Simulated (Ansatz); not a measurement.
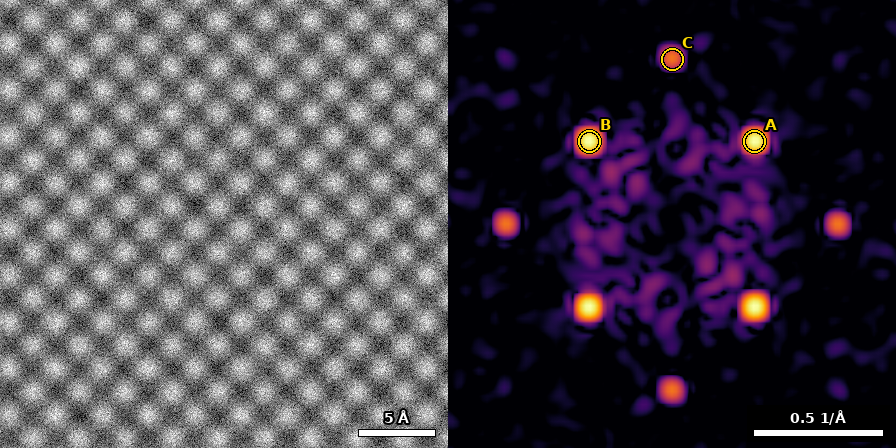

iDPC-like image of Ni (I4_1/amd, No. 141) along [001]. Simulated as the projected potential of neutral atoms (B = 0.5 Å²) blurred by a 1.21 Å probe, the thin-sample limit of integrated differential phase contrast. The display is stretched by a gamma of 0.65; percentages refer to the linear signal. Shot noise and the speckle of an amorphous layer were added. Structure used: the end point of a relaxation with DFT r2SCAN, scalar-relativistic, plane waves, PAW (Ansatz 0.2.0); the starting structure was generated, so it need not be a known form of this composition.

The right panel is the modulus of the image's Fourier transform on a logarithmic scale.

a = 4.397 Å, b = 4.397 Å, c = 2.393 Å, α = 90.00°, β = 90.00°, γ = 90.00°

Index the marked spots and give their plane spacings (the zone axis points at the viewer; indices equivalent by symmetry, or all signs reversed, are as good).

A: (-2 0 0), d = 2.20 Å; B: (0 -2 0), d = 2.20 Å; C: (-2 -2 0), d = 1.55 Å. A and B enclose 90°, and every spot obeys the zone law hu + kv + lw = 0 for [001].
